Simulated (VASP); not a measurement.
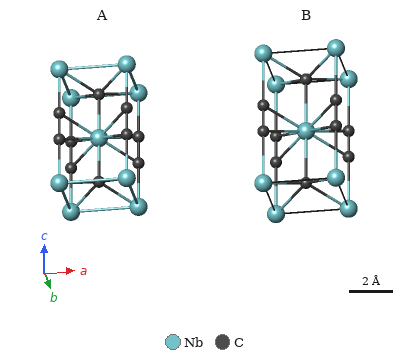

Two geometries of solid NbC2 (a generated structure, set up in I4/mmm), drawn at one scale. One is the start of a relaxation, the other its converged end. A ball-and-stick model of the conventional cell (2 times the calculation's cell), seen from a free direction. Lengths and directions refer to the drawn axes.

These are results of VASP 6.6.1, Kohn-Sham DFT of a periodic cell, PBE, VASP PAW PBE potentials, recommended, not measurements. Settings: plane-wave cutoff 520 eV; k-point mesh 8 × 8 × 8; occupations gaussian; smearing width 0.15 eV; no spin polarisation.

**Which of the two is the end point?**

Structure A is the relaxed one. The run lets cell and atoms move. The largest moves relative to the cell, 0.093 Å, are those of C atoms. Nb stays in place. The volume changes by −24.4 %, with a = b 3.450 → 3.201 Å (−7.2 %), c 6.700 → 5.887 Å (−12.1 %). Near-neighbour distances that change, for instance: C–Nb 2.680 → 2.261 Å, Nb–Nb 3.450 → 3.201 Å, C–Nb 2.530 → 2.364 Å, C–C 1.340 → 1.364 Å. Among the angles between lasting bonds that change: Nb–C–Nb 149.3° → 146.5°. The space group stays I4/mmm (No. 139). Over 12 geometry steps the energy falls by 476 meV per atom. The largest force component goes from 1.2 to 0.041 eV/Å. Pressure: −30.21 GPa at the start and −0.38 GPa at the end. The volume changes by over a tenth within one run on a fixed set of plane waves, so the end point should be relaxed again from the new cell. It ran on 1 thread of Intel(R) Xeon(R) 6975P-C (Granite Rapids) (shared host).
